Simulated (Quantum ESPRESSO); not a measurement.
## SiC: band-structure run (part 2 of 2)

SiC (P6₃mc, 8 atoms in the cell); Kohn-Sham DFT of a periodic cell, vdW-DF-cx, PseudoDojo 0.4.1 SR PBE standard, no spin polarisation (Quantum ESPRESSO 7.5); cutoff 1115.67 eV, 10×10×3 k-mesh, fermi-dirac of 0.05 eV. The structure derives from a Materials Project entry.

Geometry of the input (Å; fractional positions):
```
3.0757  0.0000  0.0000
-1.5378  2.6636  0.0000
0.0000  0.0000  10.0706
Si 0.0000  0.0000  0.1879
Si 0.0000  0.0000  0.6879
Si 0.3333  0.6667  0.4378
Si 0.6667  0.3333  0.9378
C  0.0000  0.0000  0.0005
C  0.0000  0.0000  0.5005
C  0.3333  0.6667  0.2498
C  0.6667  0.3333  0.7498
```

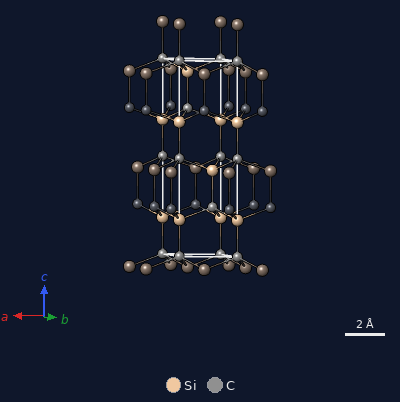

The input geometry (ball-and-stick view of the cell of the calculation, seen at an oblique angle; neighbours outside the cell are drawn fainter). An atom can appear more than once, as a periodic image.

### Log, continued
```
     iteration #  1     ecut=    82.00 Ry     beta= 0.50
     Davidson diagonalization with overlap
     ethr =  1.00E-02,  avg # of iterations =  4.2

     total energy              =     -81.77578126 Ry
     estimated scf accuracy    <       1.72527665 Ry

     iteration #  2     ecut=    82.00 Ry     beta= 0.50
     Davidson diagonalization with overlap
     ethr =  5.39E-03,  avg # of iterations =  2.0

     total energy              =     -82.19509397 Ry
     estimated scf accuracy    <       0.07286116 Ry

     iteration #  3     ecut=    82.00 Ry     beta= 0.50
     Davidson diagonalization with overlap
     ethr =  2.28E-04,  avg # of iterations =  7.0

     total energy              =     -82.19810796 Ry
     estimated scf accuracy    <       0.01460909 Ry

     iteration #  4     ecut=    82.00 Ry     beta= 0.50
     Davidson diagonalization with overlap
     ethr =  4.57E-05,  avg # of iterations =  4.5

     total energy              =     -82.19992825 Ry
     estimated scf accuracy    <       0.00552460 Ry

     iteration #  5     ecut=    82.00 Ry     beta= 0.50
     Davidson diagonalization with overlap
     ethr =  1.73E-05,  avg # of iterations =  3.1

     total energy              =     -82.20037244 Ry
     estimated scf accuracy    <       0.00026268 Ry

     iteration #  6     ecut=    82.00 Ry     beta= 0.50
     Davidson diagonalization with overlap
     c_bands:  1 eigenvalues not converged
     ethr =  8.21E-07,  avg # of iterations =  8.4

     total energy              =     -82.20049078 Ry
     estimated scf accuracy    <       0.00031074 Ry

     iteration #  7     ecut=    82.00 Ry     beta= 0.50
     Davidson diagonalization with overlap
     ethr =  8.21E-07,  avg # of iterations =  2.2

     total energy              =     -82.20055267 Ry
     estimated scf accuracy    <       0.00000011 Ry

     iteration #  8     ecut=    82.00 Ry     beta= 0.50
     Davidson diagonalization with overlap
     ethr =  3.54E-10,  avg # of iterations =  7.2

     total energy              =     -82.20055371 Ry
     estimated scf accuracy    <       0.00000132 Ry

     iteration #  9     ecut=    82.00 Ry     beta= 0.50
     Davidson diagonalization with overlap
     ethr =  3.54E-10,  avg # of iterations =  3.9

     total energy              =     -82.20055405 Ry
     estimated scf accuracy    <       0.00000004 Ry

     iteration # 10     ecut=    82.00 Ry     beta= 0.50
     Davidson diagonalization with overlap
     ethr =  1.24E-10,  avg # of iterations =  1.5

     total energy              =     -82.20055405 Ry
     estimated scf accuracy    <          3.7E-09 Ry

     iteration # 11     ecut=    82.00 Ry     beta= 0.50
     Davidson diagonalization with overlap
     ethr =  1.15E-11,  avg # of iterations =  3.1

     End of self-consistent calculation

          k = 0.0000 0.0000 0.0000 (  6985 PWs)   bands (ev):

    -5.9349  -4.7541  -4.7175  -2.3500   0.9348   5.1880   5.2288   8.3998
     8.3998   8.8613   8.8613   9.0028   9.0028   9.5336   9.5864   9.5864
    14.6986  15.2814  15.8852  15.9186  16.5837  16.5838  16.5983  17.0083

          k = 0.0000 0.0000 0.1018 (  7033 PWs)   bands (ev):

    -5.7988  -5.3944  -3.8619  -2.8982   1.7035   3.3138   7.1431   8.4648
     8.4648   8.6482   8.6482   8.7999   9.2454   9.2454   9.4897   9.4897
    14.7944  15.0536  16.2029  16.2891  16.6475  16.6475  16.6477  16.6477

          k = 0.0000 0.1155 0.0000 (  7019 PWs)   bands (ev):

    -5.7608  -4.5858  -4.5484  -2.2034   1.0952   5.2384   5.2827   7.4587
     8.0781   8.1042   8.2511   8.6657   8.7597   8.9506   9.4171   9.5099
    15.0247  15.6153  15.7057  16.1804  16.4468  16.6265  16.8222  17.0091

          k = 0.0000 0.1155 0.1018 (  7022 PWs)   bands (ev):

    -5.6252  -5.2225  -3.6985  -2.7436   1.8491   3.4266   7.0563   7.5655
     7.7743   8.1560   8.3779   8.5070   8.6505   9.0867   9.1020   9.3898
    15.0979  15.3255  15.9062  16.1383  16.5521  16.8158  16.9277  17.0558

          k = 0.0000 0.2309 0.0000 (  6997 PWs)   bands (ev):

    -5.2449  -4.0898  -4.0496  -1.7841   1.5544   5.0054   5.1504   5.7218
     6.7359   6.8649   7.4449   7.5674   8.1832   8.2328   9.0443   9.2273
    13.9389  14.5871  15.0451  16.2104  16.6638  17.1427  17.3071  17.5234

          k = 0.0000 0.2309 0.1018 (  7003 PWs)   bands (ev):

    -5.1111  -4.7142  -3.2199  -2.2961   2.2464   3.6593   5.6189   6.0425
     6.4141   7.1822   7.5374   7.8037   7.9226   8.6731   8.7878   9.0673
    14.0101  14.2444  15.3491  15.9011  16.5396  16.9505  17.5260  17.8450

          k = 0.0000 0.3464 0.0000 (  6982 PWs)   bands (ev):

    -4.4119  -3.3038  -3.2563  -1.1913   2.1480   3.4197   3.8930   4.2508
     5.6082   6.4753   6.8536   6.8716   7.6736   7.7070   8.4187   8.8551
    12.8544  13.1997  14.3083  15.2836  15.7992  16.8879  17.2038  17.4695

          k = 0.0000 0.3464 0.1018 (  6969 PWs)   bands (ev):

    -4.2822  -3.8987  -2.4765  -1.6325   2.5473   3.1688   3.9515   4.8023
     4.9382   5.7590   6.9540   7.2447   7.7508   8.2126   8.3697   8.6670
    12.9393  13.1224  14.4956  15.0899  15.6521  16.4714  17.4504  17.5716

          k = 0.0000 0.4619 0.0000 (  6974 PWs)   bands (ev):

    -3.3385  -2.3681  -2.2934  -0.8229   1.6938   2.0860   2.5277   3.9100
     4.0761   6.1870   6.4584   7.1730   7.3159   7.3447   7.9933   8.5684
    12.1202  12.2095  13.8712  14.8070  14.8868  15.8768  16.9047  17.3367

          k = 0.0000 0.4619 0.1018 (  6967 PWs)   bands (ev):

    -3.2200  -2.8738  -1.6720  -1.0755   1.6642   1.9424   2.7750   3.5576
     4.6585   5.8337   6.5625   6.8648   7.2435   7.8755   7.8807   8.3655
    12.2780  12.4009  13.8190  14.4777  15.1707  16.0190  16.9902  17.3352

          k = 0.0000-0.5774 0.0000 (  6966 PWs)   bands (ev):

    -2.4984  -1.9629  -1.7114  -0.9796   1.0116   1.3171   2.5432   2.9631
     4.6611   5.4742   6.3211   7.1894   7.2173   7.3588   8.0051   8.4635
    11.7803  11.9163  13.7979  14.3341  14.8889  15.3446  16.7797  17.1662

          k = 0.0000-0.5774 0.1018 (  6950 PWs)   bands (ev):

    -2.4139  -2.1865  -1.4637  -1.1428   1.2559   1.5408   2.1631   2.5130
     5.2961   5.8744   6.4263   6.7320   6.9749   7.4876   7.7621   8.2561
    12.0996  12.1298  13.5722  14.2037  15.2877  15.6077  17.1212  17.1905

          k = 0.1000 0.1732 0.0000 (  7009 PWs)   bands (ev):

    -5.4157  -4.2534  -4.2143  -1.9197   1.4062   5.2121   5.2738   6.3073
     7.0120   7.3166   7.5106   7.8198   8.0722   8.6112   9.0664   9.2328
    14.9566  15.3438  15.5743  15.9029  16.5667  16.6811  16.7441  17.4262

          k = 0.1000 0.1732 0.1018 (  7009 PWs)   bands (ev):

    -5.2813  -4.8823  -3.3772  -2.4421   2.1233   3.6096   6.4079   6.5140
     6.7533   7.2221   7.6128   8.1484   8.2149   8.4620   8.9380   9.0348
    15.0119  15.2071  15.5447  15.6281  16.4617  16.6275  17.3889  17.4061

          k = 0.1000 0.2887 0.0000 (  6991 PWs)   bands (ev):

    -4.7397  -3.6097  -3.5658  -1.4042   1.9645   4.2894   4.5965   4.8505
     6.0465   6.5083   6.6281   7.1042   7.3024   7.7001   8.5383   8.7768
    14.0361  14.2217  15.1222  15.5930  16.6181  17.1474  17.2843  17.4444

          k = 0.1000 0.2887 0.1018 (  6981 PWs)   bands (ev):

    -4.6082  -4.2185  -2.7621  -1.8795   2.5443   3.6092   4.7431   5.2956
     5.4776   6.0133   6.8674   7.1870   7.6327   8.0104   8.3934   8.7668
    14.0682  14.1839  15.1853  15.5830  16.2033  16.5336  17.4910  17.6141

          k = 0.1000 0.4041 0.0000 (  6974 PWs)   bands (ev):

    -3.7759  -2.7253  -2.6691  -0.8655   2.2317   2.7529   3.1437   3.8744
     4.6889   5.9940   6.3013   6.7588   6.9926   7.3176   8.1101   8.1162
    12.9791  13.2640  14.6441  15.0923  15.7150  16.6133  16.9617  17.6099

          k = 0.1000 0.4041 0.1018 (  6977 PWs)   bands (ev):

    -3.6511  -3.2837  -1.9543  -1.2175   2.2726   2.5508   3.4577   4.2281
     4.5549   5.6741   6.1230   6.4179   7.0755   7.6942   7.9869   8.3338
    13.1469  13.3230  14.6163  15.0854  15.6002  16.2568  16.9231  17.5061

          k = 0.1000 0.5196 0.0000 (  6964 PWs)   bands (ev):

    -2.6858  -1.9260  -1.7934  -0.8721   1.3369   1.6505   2.4877   3.3837
     4.4481   5.5414   5.7418   6.4419   6.7379   7.5715   7.8696   7.8884
    12.3139  12.7872  14.5149  14.8294  15.0738  15.6156  16.8277  17.7198

          k = 0.1000 0.5196 0.1018 (  6975 PWs)   bands (ev):

    -2.5835  -2.2931  -1.3895  -1.0185   1.4210   1.7773   2.3301   2.9385
     5.0741   5.6772   5.8736   6.2461   6.7508   7.2917   7.5621   7.9862
    12.6639  12.8650  14.2963  14.4716  15.6263  16.2968  16.5614  17.0210

          k = 0.2000 0.3464 0.0000 (  6958 PWs)   bands (ev):

    -3.9275  -2.8560  -2.8042  -0.9049   2.4183   3.3344   3.6568   4.0059
     4.7799   5.4926   5.9135   6.8314   6.8405   7.2237   7.3874   8.2124
    13.6898  14.4015  14.5505  16.1216  16.8694  17.1715  17.2499  17.7327

          k = 0.2000 0.3464 0.1018 (  6978 PWs)   bands (ev):

    -3.8010  -3.4280  -2.0653  -1.2891   2.6210   3.0053   4.0054   4.3679
     4.5828   5.5318   5.8474   6.1296   6.6125   7.0516   8.1229   8.3851
    14.0594  14.3230  14.5172  15.6510  16.4929  16.4945  17.4139  17.6386

          k = 0.2000 0.4619 0.0000 (  6981 PWs)   bands (ev):

    -2.8870  -1.9744  -1.9060  -0.6890   2.0692   2.3360   2.6943   3.6948
     4.2392   4.6153   5.1094   5.7961   6.7460   6.8566   7.5625   7.6041
    13.0851  14.0236  14.2788  16.0324  16.1206  16.6474  17.7395  17.7622

          k = 0.2000 0.4619 0.1018 (  6983 PWs)   bands (ev):

    -2.7738  -2.4453  -1.3551  -0.8726   2.0124   2.2130   2.8667   3.3878
     4.6972   4.7988   5.2726   5.7910   6.0361   6.6043   7.7029   7.9301
    13.3111  13.5402  14.8098  15.8172  16.0184  16.5613  17.3146  17.9338

          k = 0.2000 0.5774 0.0000 (  6978 PWs)   bands (ev):

    -2.0586  -1.6008  -1.4029  -0.9090   1.4606   1.7588   2.9348   2.9457
     4.2121   4.5165   5.1669   5.3417   6.3657   6.5652   7.4943   7.7886
    12.9335  13.7818  14.1651  15.6279  16.0958  16.2452  17.6746  18.0119

          k = 0.2000 0.5774 0.1018 (  6971 PWs)   bands (ev):

    -1.9825  -1.7840  -1.2258  -1.0099   1.7007   1.9163   2.5544   2.6333
     4.3050   4.6275   5.2675   5.7969   6.0599   6.6512   7.4385   7.5743
    13.0528  13.1484  15.1467  15.7117  15.8022  16.6023  17.0337  17.8114

          k = 0.3000 0.5196 0.0000 (  6964 PWs)   bands (ev):

    -1.8952  -1.3347  -1.2726  -0.9667   1.8592   2.2464   2.4867   3.2806
     3.5327   3.7315   5.1865   5.3204   5.5848   6.7809   6.8861   7.8649
    13.3485  13.6527  14.6877  15.0904  15.7083  18.0441  18.2017  18.5519

          k = 0.3000 0.5196 0.1018 (  6977 PWs)   bands (ev):

    -1.8119  -1.5881  -1.0830  -0.9868   2.0383   2.3086   2.3388   2.8516
     3.7980   3.9860   4.7832   5.0749   6.0043   6.9317   7.1778   7.5193
    12.9592  13.1134  15.2551  16.0295  16.1930  17.0525  18.1733  18.3961

     the Fermi energy is    10.6890 ev

!    total energy              =     -82.20055405 Ry
     estimated scf accuracy    <          4.5E-10 Ry
     smearing contrib. (-TS)   =      -0.00000000 Ry
     internal energy E=F+TS    =     -82.20055405 Ry

     The total energy is F=E-TS. E is the sum of the following terms:
     one-electron contribution =      22.48659213 Ry
     hartree contribution      =       9.34303298 Ry
     xc contribution           =     -30.27690766 Ry
     ewald contribution        =     -83.75327150 Ry

     convergence has been achieved in  11 iterations

     Forces acting on atoms (cartesian axes, Ry/au):

     atom    1 type  1   force =    -0.00000000   -0.00000000   -0.00033270
     atom    2 type  1   force =     0.00000000    0.00000000   -0.00033270
     atom    3 type  1   force =     0.00000000   -0.00000000   -0.00026489
     atom    4 type  1   force =     0.00000000    0.00000000   -0.00026489
     atom    5 type  2   force =    -0.00000000    0.00000000    0.00024829
     atom    6 type  2   force =     0.00000000   -0.00000000    0.00024829
     atom    7 type  2   force =     0.00000000    0.00000000    0.00034929
     atom    8 type  2   force =    -0.00000000   -0.00000000    0.00034929

     Total force =     0.000854     Total SCF correction =     0.000006

     Computing stress (Cartesian axis) and pressure

          total   stress  (Ry/bohr**3)                   (kbar)     P=       25.48
   0.00017365  -0.00000000  -0.00000000           25.54       -0.00       -0.00
  -0.00000000   0.00017365  -0.00000000           -0.00       25.54       -0.00
  -0.00000000  -0.00000000   0.00017228           -0.00       -0.00       25.34

=------------------------------------------------------------------------------=
   JOB DONE.
=------------------------------------------------------------------------------=
```

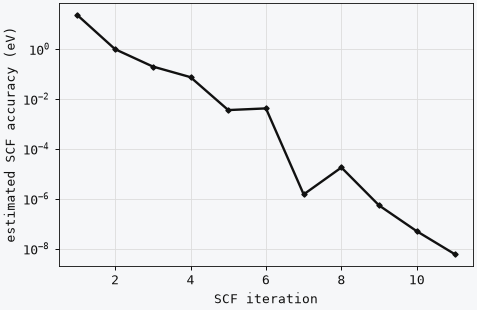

Convergence of the self-consistent field: estimated SCF accuracy against the iteration. The field takes 11 iterations in all.
